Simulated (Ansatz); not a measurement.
## MoS2: single-point calculation (part 2 of 2)

MoS2 (R3m, 3 atoms in the cell); DFT LDA+U, scalar-relativistic, plane waves, PAW, Ueff = 4 eV on Mo atom 1 d, spin-polarised (Ansatz 0.2.0); cutoff 420 eV, 7×7×7 k-mesh, Gaussian smearing of 0.05 eV, collinear spins. The structure derives from an entry of the Crystallography Open Database. It belongs to a series of runs on one base structure; here: random orbitals: harmonics, high filling.

Geometry of the input (Å; fractional positions):
```
1.5815  0.9131  6.1233
-1.5815  0.9131  6.1233
0.0000  -1.8262  6.1233
Mo 0.0000  0.0000  0.0000
S  0.7484  0.7484  0.7484
S  0.5849  0.5849  0.5849
```

The program's output, continued:
```
SCF iter   1: F=—  HF=-6578.429682 eV  |F-HF|=—  |Δ(HF+E_count)|=         —  Δρ=8.55e-2 (↑8.55e-2 ↓4.25e-2)  dr2=9.97e0  dr2_m=8.08e-1  M=0.965 μB ∫|m|=1.130 μB  β_m=0.30  ethr=3.10e-3  ⟨swp⟩=6.1  Hψ=8894  notcnv=0
preconditioner: auto → Kerker (q_TF=auto, 2.423 Å⁻¹)  [metal: Δε(μ)=0.008 eV  Ē_g=10.377 eV  σ=0.050 eV  W_gap=0.09  n_scr=16 (ndim 8)  ℏωp=21.6 eV  f_vac=0.003  D(μ)=2.52/eV (n_scr^D=28)]
spin=Collinear: Kerker preconditioning applied to the charge; magnetization (m = ρ↑ − ρ↓) channel mixes plain (no charge-response kernel on spin).
SCF iter   2: F=—  HF=-6576.761829 eV  |F-HF|=—  |Δ(HF+E_count)|=    1.67e0  Δρ=5.29e-2 (↑5.29e-2 ↓2.93e-2)  dr2=2.60e0  dr2_m=4.47e-1  M=0.675 μB ∫|m|=1.106 μB  β_m=0.30  ethr=3.10e-3  ⟨swp⟩=3.3  Hψ=3742  notcnv=0  defer=67
SCF iter   3: F=—  HF=-6576.209212 eV  |F-HF|=—  |Δ(HF+E_count)|=   5.53e-1  Δρ=2.66e-2 (↑2.14e-2 ↓2.66e-2)  dr2=2.20e-1  dr2_m=2.38e-1  M=0.531 μB ∫|m|=1.117 μB  β_m=0.30  ethr=3.10e-3  ⟨swp⟩=3.2  Hψ=3321  notcnv=0  defer=67
SCF iter   4: F=—  HF=-6576.235747 eV  |F-HF|=—  |Δ(HF+E_count)|=   2.65e-2  Δρ=2.04e-2 (↑2.04e-2 ↓1.46e-2)  dr2=1.06e-1  dr2_m=1.35e-1  M=0.506 μB ∫|m|=1.088 μB  β_m=0.30  ethr=8.44e-4  ⟨swp⟩=2.7  Hψ=3334  notcnv=0  defer=76
SCF iter   5: F=—  HF=-6576.232403 eV  |F-HF|=—  |Δ(HF+E_count)|=   3.34e-3  Δρ=1.27e-2 (↑1.19e-2 ↓1.27e-2)  dr2=9.80e-3  dr2_m=7.20e-2  M=0.472 μB ∫|m|=1.086 μB  β_m=0.30  ethr=4.08e-4  ⟨swp⟩=2.1  Hψ=2528  notcnv=0  defer=76
SCF iter   6: F=—  HF=-6576.243966 eV  |F-HF|=—  |Δ(HF+E_count)|=   1.16e-2  Δρ=9.87e-3 (↑9.87e-3 ↓8.16e-3)  dr2=5.85e-3  dr2_m=3.89e-2  M=0.464 μB ∫|m|=1.070 μB  β_m=0.30  ethr=3.77e-5  ⟨swp⟩=2.5  Hψ=2603  notcnv=0  defer=76
SCF iter   7: F=—  HF=-6576.249474 eV  |F-HF|=—  |Δ(HF+E_count)|=   5.51e-3  Δρ=6.70e-3 (↑6.34e-3 ↓6.70e-3)  dr2=1.14e-3  dr2_m=2.05e-2  M=0.457 μB ∫|m|=1.064 μB  β_m=0.30  ethr=2.25e-5  ⟨swp⟩=2.1  Hψ=2589  notcnv=0  defer=76
Mixer restart at iter 7: flushing history
spin-set hold released at iteration 7 (site moments contracting): the magnetisation degrees of freedom join the quasi-Newton model from the next iteration; the mixer history was flushed
SCF iter   8: F=—  HF=-6576.252940 eV  |F-HF|=—  |Δ(HF+E_count)|=   3.47e-3  Δρ=4.83e-3 (↑4.70e-3 ↓4.83e-3)  dr2=4.43e-4  dr2_m=1.10e-2  M=0.455 μB ∫|m|=1.058 μB  β_m=0.65  ethr=4.38e-6  ⟨swp⟩=1.6  Hψ=2067  notcnv=0  defer=76
SCF iter   9: F=—  HF=-6576.257170 eV  |F-HF|=—  |Δ(HF+E_count)|=   4.23e-3  Δρ=4.51e-4 (↑1.91e-4 ↓4.51e-4)  dr2=1.31e-4  dr2_m=4.48e-5  M=0.442 μB ∫|m|=1.040 μB  β_m=0.66  ethr=1.70e-6  ⟨swp⟩=2.0  Hψ=2654  notcnv=0  defer=76
SCF iter  10: F=—  HF=-6576.257183 eV  |F-HF|=—  |Δ(HF+E_count)|=   1.28e-5  Δρ=1.59e-4 (↑1.35e-4 ↓1.59e-4)  dr2=2.63e-5  dr2_m=8.09e-6  M=0.441 μB ∫|m|=1.038 μB  β_m=0.83  ethr=5.04e-7  ⟨swp⟩=1.8  Hψ=2023  notcnv=0  defer=76
SCF iter  11: F=—  HF=-6576.257188 eV  |F-HF|=—  |Δ(HF+E_count)|=   4.52e-6  Δρ=3.71e-5 (↑3.71e-5 ↓2.98e-5)  dr2=7.85e-6  dr2_m=1.46e-7  M=0.441 μB ∫|m|=1.036 μB  β_m=0.92  ethr=1.01e-7  ⟨swp⟩=2.0  Hψ=2375  notcnv=0  defer=76
SCF iter  12: F=—  HF=-6576.257187 eV  |F-HF|=—  |Δ(HF+E_count)|=   8.53e-7  Δρ=1.38e-5 (↑1.38e-5 ↓1.34e-5)  dr2=1.49e-6  dr2_m=2.31e-8  M=0.441 μB ∫|m|=1.036 μB  β_m=0.96  ethr=3.02e-8  ⟨swp⟩=1.1  Hψ=1532  notcnv=0  defer=76
SCF iter  13: F=—  HF=-6576.257187 eV  |F-HF|=—  |Δ(HF+E_count)|=   2.28e-7  Δρ=5.68e-6 (↑5.68e-6 ↓4.17e-6)  dr2=5.09e-8  dr2_m=9.43e-9  M=0.441 μB ∫|m|=1.036 μB  β_m=0.96  ethr=3.85e-10  ⟨swp⟩=12.4  Hψ=11561  notcnv=0
Mixer restart at iter 13: flushing history
SCF iter  14: F=—  HF=-6576.259849 eV  |F-HF|=—  |Δ(HF+E_count)|=         —  Δρ=1.41e-5 (↑1.41e-5 ↓1.13e-5)  dr2=1.33e-6  dr2_m=1.24e-8  M=0.441 μB ∫|m|=1.036 μB  β_m=0.96  ethr=1.96e-10  ⟨swp⟩=3.1  Hψ=3047  notcnv=0
SCF iter  15: F=—  HF=-6579.733134 eV  |F-HF|=—  |Δ(HF+E_count)|=    3.47e0  Δρ=2.61e-2 (↑1.75e-2 ↓2.61e-2)  dr2=1.52e0  dr2_m=7.38e-2  M=0.000 μB ∫|m|=0.699 μB  β_m=0.03  ethr=1.96e-10  ⟨swp⟩=7.3  Hψ=7631  notcnv=0
SCF iter  16: F=—  HF=-6579.727380 eV  |F-HF|=—  |Δ(HF+E_count)|=   5.75e-3  Δρ=2.52e-2 (↑1.69e-2 ↓2.52e-2)  dr2=1.39e0  dr2_m=7.21e-2  M=0.000 μB ∫|m|=0.689 μB  β_m=0.01  ethr=1.96e-10  ⟨swp⟩=5.1  Hψ=6156  notcnv=0  defer=1
SCF iter  17: F=—  HF=-6579.717704 eV  |F-HF|=—  |Δ(HF+E_count)|=   9.68e-3  Δρ=2.46e-2 (↑1.65e-2 ↓2.46e-2)  dr2=1.31e0  dr2_m=6.97e-2  M=0.000 μB ∫|m|=0.682 μB  β_m=0.05  ethr=1.96e-10  ⟨swp⟩=5.0  Hψ=5144  notcnv=0  defer=1
SCF iter  18: F=—  HF=-6579.622603 eV  |F-HF|=—  |Δ(HF+E_count)|=   9.51e-2  Δρ=1.96e-2 (↑1.44e-2 ↓1.96e-2)  dr2=6.97e-1  dr2_m=6.31e-2  M=0.000 μB ∫|m|=0.665 μB  β_m=0.15  ethr=1.96e-10  ⟨swp⟩=6.2  Hψ=7100  notcnv=0  defer=1
SCF iter  19: F=—  HF=-6579.548038 eV  |F-HF|=—  |Δ(HF+E_count)|=   7.46e-2  Δρ=1.39e-2 (↑1.39e-2 ↓1.25e-2)  dr2=1.12e-1  dr2_m=6.44e-2  M=0.000 μB ∫|m|=0.655 μB  β_m=0.32  ethr=1.96e-10  ⟨swp⟩=7.1  Hψ=7880  notcnv=0  defer=1
SCF iter  20: F=—  HF=-6579.717998 eV  |F-HF|=—  |Δ(HF+E_count)|=   1.70e-1  Δρ=1.44e-2 (↑1.44e-2 ↓9.21e-3)  dr2=5.95e-2  dr2_m=5.50e-2  M=-0.000 μB ∫|m|=0.553 μB  β_m=0.78  ethr=1.96e-10  ⟨swp⟩=6.2  Hψ=7527  notcnv=0  defer=68
SCF iter  21: F=—  HF=-6579.846597 eV  |F-HF|=—  |Δ(HF+E_count)|=   1.29e-1  Δρ=6.69e-3 (↑6.69e-3 ↓5.19e-3)  dr2=1.05e-2  dr2_m=1.54e-2  M=0.000 μB ∫|m|=0.296 μB  β_m=0.89  ethr=1.96e-10  ⟨swp⟩=6.8  Hψ=7482  notcnv=0  defer=81
SCF iter  22: F=—  HF=-6579.886439 eV  |F-HF|=—  |Δ(HF+E_count)|=   3.98e-2  Δρ=1.58e-3 (↑8.23e-4 ↓1.58e-3)  dr2=1.87e-3  dr2_m=6.13e-4  M=0.000 μB ∫|m|=0.077 μB  β_m=0.95  ethr=1.96e-10  ⟨swp⟩=6.0  Hψ=7153  notcnv=0  defer=84
SCF iter  23: F=—  HF=-6579.889056 eV  |F-HF|=—  |Δ(HF+E_count)|=   2.62e-3  Δρ=3.63e-4 (↑2.85e-4 ↓3.63e-4)  dr2=4.53e-5  dr2_m=4.40e-5  M=0.000 μB ∫|m|=0.020 μB  β_m=0.97  ethr=1.96e-10  ⟨swp⟩=5.7  Hψ=5749  notcnv=0  defer=84
SCF iter  24: F=—  HF=-6579.889396 eV  |F-HF|=—  |Δ(HF+E_count)|=   3.40e-4  Δρ=1.25e-4 (↑1.25e-4 ↓9.19e-5)  dr2=1.25e-6  dr2_m=5.42e-6  M=0.000 μB ∫|m|=0.005 μB  β_m=0.99  ethr=1.96e-10  ⟨swp⟩=4.4  Hψ=4610  notcnv=0  defer=84
SCF iter  25: F=—  HF=-6579.889426 eV  |F-HF|=—  |Δ(HF+E_count)|=   2.96e-5  Δρ=3.36e-5 (↑2.52e-5 ↓3.36e-5)  dr2=8.83e-7  dr2_m=3.51e-7  M=0.000 μB ∫|m|=0.001 μB  β_m=0.99  ethr=1.96e-10  ⟨swp⟩=4.1  Hψ=4323  notcnv=0  defer=84
SCF iter  26: F=—  HF=-6579.889427 eV  |F-HF|=—  |Δ(HF+E_count)|=   9.82e-7  Δρ=8.16e-6 (↑3.88e-6 ↓8.16e-6)  dr2=1.53e-7  dr2_m=7.95e-9  M=0.000 μB ∫|m|=0.000 μB  β_m=1.00  ethr=1.96e-10  ⟨swp⟩=3.1  Hψ=3046  notcnv=0  defer=84
iter 27 did not close the SCF: its close was put off for a magnetic moment that had not settled (scf_convergence_deferred on its scf_iter line)
SCF iter  27: F=-6579.889427 eV  HF=-6579.889427 eV  |F-HF|=3.96e-9  |Δ(HF+E_count)|=   2.40e-8  Δρ=2.01e-6 (↑1.65e-6 ↓2.01e-6)  dr2=1.21e-8  dr2_m=4.54e-10  M=0.000 μB ∫|m|=0.000 μB  β_m=1.00  ethr=1.96e-10  ⟨swp⟩=13.3  Hψ=10286  notcnv=0
iter 28 did not close the SCF: its close was put off for a magnetic moment that had not settled (scf_convergence_deferred on its scf_iter line)
SCF iter  28: F=-6579.889427 eV  HF=-6579.889427 eV  |F-HF|=2.11e-9  |Δ(HF+E_count)|=  3.77e-10  Δρ=8.03e-7 (↑8.03e-7 ↓5.95e-7)  dr2=3.58e-9  dr2_m=4.43e-11  M=0.000 μB ∫|m|=0.000 μB  β_m=1.00  ethr=4.64e-11  ⟨swp⟩=5.8  Hψ=8487  notcnv=0
SCF iter  29: F=-6579.889427 eV  HF=-6579.889427 eV  |F-HF|=6.82e-11  |Δ(HF+E_count)|=  2.51e-10  Δρ=3.06e-7 (↑3.06e-7 ↓2.00e-7)  dr2=1.64e-10  dr2_m=2.22e-11  M=0.000 μB ∫|m|=0.000 μB  ethr=1.38e-11  ⟨swp⟩=5.4  Hψ=7824  notcnv=0
WARN: the starting moments were not kept: the SCF closed with an absolute magnetisation of 1.1e-5 μB, where they sum to 2 μB in size (1 site). That is at most 0.1 of that sum. Measured as dr2_m measures the in/out step, that magnetisation stands 1.9e-11 eV from none, at or under the dr2_threshold of 1.0e-7 eV: it is no larger than a step whose dr2_m would equal this threshold. The system may hold no moment; this SCF shows only that its start led to no more than that. To try another start: raise the starting moments (crystal.atoms[].spin, magnetization.per_species, magnetization.initial_magnetization, or on a non-collinear deck that types none of these the spinor_matrix: blocks that start its atoms; where the total moment is fixed, keep their sum and leave initial_magnetization as it is; typed ones take the place of any that the run laid by itself, positive ones on a crystal's lanthanoids without a Hubbard term where scf.initial_density.shell_occupations: [] is typed) or, if the notice of its spin-set hold's release reads "site moments contracting" or "site moments show no strong build", lengthen the hold (scf.mixing.spin_hold: { on: { confirm: 4 } }; for m-r²SCAN on two components see the key's manual first). Each may lead to a state that holds a moment. A second SCF, from the converged charge density, with the starting moments and any scf.initial_density.shell_occupations laid on it anew, would have followed, and was not run: the deck does not ask for one (magnetization.retry_lost_moments is false, the default). To let it run, set magnetization.retry_lost_moments: true and run the deck again, where that key's refused combinations let it; where memory then withholds it, that run's warning says so.
WARN: hamiltonian.hubbard: on 2 of 2 specified blocks the occupation matrix of this SCF's result fails the test of the specified filling. At site 0 ↑ (sites count from 0 in the list of atoms of the cell that this SCF solves) the least filled combination of the orbitals specified full has occupation 0.532, and the fullest combination of the orbitals specified empty has occupation 0.614; the filling counts as kept where the first is at least 0.75 and exceeds the second by more than 0.25. The same holds at site 0 ↓. The state of this SCF's result may not hold the specified filling, though these bounds can also misjudge a state that does. This warning does not say which state is lower in energy, or whether the specified filling is a self-consistent state at all; see hamiltonian.hubbard.sites[].starting_ns, Limitations, and scf.initial_density.shell_occupations in the input reference
SCF 1 converged in 29 iterations: F = -6579.889427 eV  dr2 = 1.64e-10
  greatest PAW one-centre occupation: 0.999 electrons in one spin orbital (limit 2), on the Mo atom at site 0 (counted from 0), in its partial waves of l = 0
SCF converged after 29 iterations
Magnetization: 0.0000 μB (13.0000 up, 13.0000 down)
Absolute magnetization: 0.0000 μB (∫|ρ↑−ρ↓|, with the PAW one-centre terms)
Spin contamination: 0.0000 ħ² per cell (⟨S²⟩ above its minimum at these occupations)
Per-site moments (μB) at R_I (Å): [(4.298590213672924e-6, 0.9752095162014335), (-2.205659047428996e-6, 0.9752095162014335), (-2.2097964447500115e-6, 0.9753699509158852)]
Free energy (F): -6579.889427 eV
Harris-Foulkes:  -6579.889427 eV  (|F-HF|=6.82e-11)
Internal energy: -6579.889427 eV  (E = F + TS)
E sigma→0 (E₀):  -6579.889427 eV
Fermi energy:    11.219579 eV
--- Per-component energies (eV) ---
  E_band       = -160.223328
  E_kinetic    = 660.587463
  E_local      = -2037.775412  (includes V_loc(G=0)·N_el)
  E_nonlocal   = 206.622999
  E_hartree    = 788.115353
  E_xc         = -377.061729
  E_vxc        = -406.888085  (∫ρ·V_xc dr)
  E_hubbard    = 4.933642  (on-site DFT+U / exact-exchange correction)
  E_vhub       = -0.627278  (the Hubbard potential's part of the band-sum identity)
  E_paw        = -4227.033479  (= ΣΔE_a)
  E_vpaw       = -158.374283  (= ΣTr[D̂ρ^β])
  E_aug_tail   = 0.000020  (compensation charges beyond the density's cutoff)
  E_ewald      = -1599.057495
  E_core_change = 0.779211  (= ΣΔE_core)
  E_smearing   = -0.000000  (= −TS)
  E_closure    = -0.000000  (closes the sum)
  Σ components = -6579.889427   (vs F -6579.889427, Δ=0.00e0)
--- Specified on-site occupations, and those of the state reported ---
  electrons in the specified blocks: 2.1000 specified, 5.2473 found
  site 0 (l=d) ↓: largest change of an orbital's occupation 0.5939; electrons 0.1000 specified, 2.6236 found; spectral distance 1.1346
  site 0 (l=d) ↑: largest change of an orbital's occupation 0.5939; electrons 2.0000 specified, 2.6236 found; spectral distance 0.9951
--- Forces (eV/Å), atoms counted from 1 ---
  atom   1  Mo     0.00000000     0.00000000    -0.00096042
  atom   2  S      0.00000000     0.00000000     0.80644171
  atom   3  S     -0.00000000    -0.00000000    -0.80548131
  max |Σ_I F_I| component: 2.61e-8 eV/Å
--- Stress (GPa, compression-positive) ---
       -1.050037       0.000000       0.000000
        0.000000      -1.050037      -0.000000
        0.000000      -0.000000       6.042515
  P = ⅓ Tr σ = 1.3141 GPa (13.141 kbar)
--- Band table (eV; the first three rows and the last of 88) ---
  k-point 0 ↑: bands = ["-50.5008", "-24.7162", "-24.5283", "-24.5283", "-4.3127", "-2.4467", "3.6201", "7.0700", "7.0700", "8.4369", "8.4369", "9.5572", "9.7211", "12.9578", "12.9578", "13.3970", "13.3970", "16.1618"]
  k-point 1 ↑: bands = ["-50.4922", "-24.6998", "-24.6100", "-24.5466", "-3.9975", "-2.3599", "3.9688", "6.5162", "7.4089", "7.5801", "7.9905", "9.4658", "9.8832", "12.5453", "12.9427", "13.0592", "13.4724", "17.4325"]
  k-point 2 ↑: bands = ["-50.4736", "-24.7893", "-24.6628", "-24.5875", "-3.2051", "-2.1460", "4.3944", "5.8657", "6.3533", "7.2384", "8.2381", "8.9417", "9.1996", "12.0938", "12.5221", "13.7601", "14.2280", "18.0441"]
  k-point 43 ↓: bands = ["-50.4924", "-24.6998", "-24.6100", "-24.5466", "-3.7890", "-2.7085", "4.8243", "6.5096", "6.8134", "7.3920", "8.0204", "8.7380", "10.2080", "12.7793", "12.9287", "13.0482", "13.5768", "17.4999"]
Occupation matrices written to [file]
--- Löwdin populations: 3 sites ---
  site symbol       q [e]    m [muB]
     0     Mo     13.7452     0.0000
     1      S      6.0224    -0.0000
     2      S      6.0259    -0.0000
  spilling = 0.007944 (of n_electrons = 26.000000)
--- Occupation matrices: 1 shell (run DFT+U table (all-electron-ortho-atomic); ε = 5.21e-4) ---
  Mo0 d_4D: site group C3v (3m)
  Mo0 d_4D up     Tr n = 2.6236  λ = 0.472 0.472 0.532 0.532 0.614  [2× xz 0.50 E(1.00) | 2× x2-y2 0.50 E(1.00) | z2 1.00 A1(1.00)]
  Mo0 d_4D dn     Tr n = 2.6236  λ = 0.472 0.472 0.532 0.532 0.614  [2× xz 0.50 E(1.00) | 2× x2-y2 0.50 E(1.00) | z2 1.00 A1(1.00)]
  specified occupation → Mo0 d_4D up: matrix, ‖Δ‖_F = 1.0701, Tr Δ = -0.6236, displaced = 1.1870, d_λ = 0.9951; orbital distance = 1.2248
  specified occupation → Mo0 d_4D dn: matrix, ‖Δ‖_F = 1.1346, Tr Δ = -2.5236, displaced = 1.2618, d_λ = 1.1346; orbital distance = 0.0000
  Tr n, λ and their labels are of the run-group-symmetrised matrices; stabiliser: 12 of 12 elements of G0×{1,Θ} (closed), max defect 5.8e-6 at τ = 1.1e-4
```

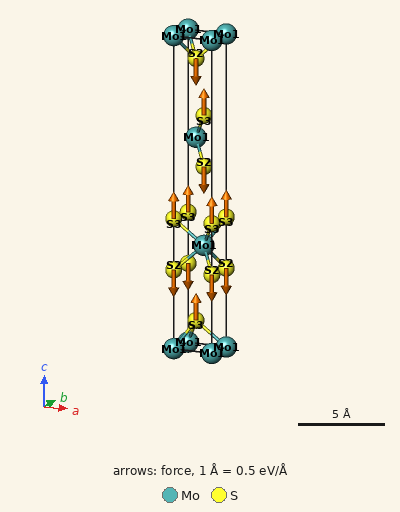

Fig. 1: Forces on the atoms as orange arrows (ball-and-stick view of the cell 3 times as large as that of the calculation, set on its symmetry axes, seen slightly off an axis; atoms are numbered from 1 in the order of the input). The largest act on S2, S3 (0.81 eV/Å). The geometry is not a stationary point of this energy.

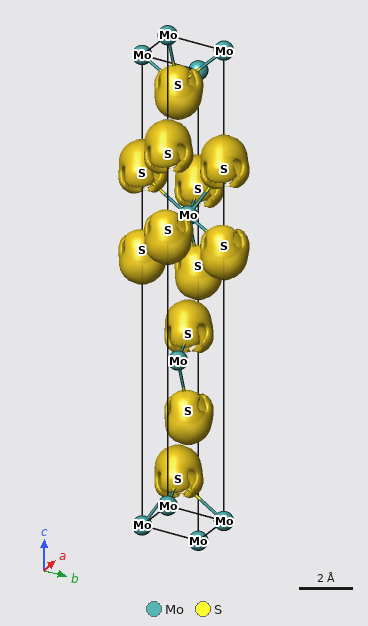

Fig. 2: Isosurface of the ELF at 0.8 (yellow), seen at an oblique angle. Core shells and regions of very low density are left out. Sticks mark near contacts. The outline is the cell set on symmetry axes. Values along the shortest contacts: Mo–S (2.36 Å): the ELF is about 0.45 at the midpoint. The fields are those of the smooth PAW valence density.

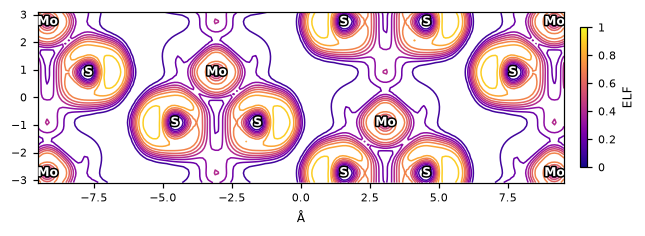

Fig. 3: ELF on the (110) plane of the conventional cell. The section cuts through Mo and S sites. Mo–S (2.36 Å): the ELF is about 0.45 at the midpoint. The strong features right at Mo lie inside the PAW spheres (semicore, d or f shells) and say nothing about bonding.
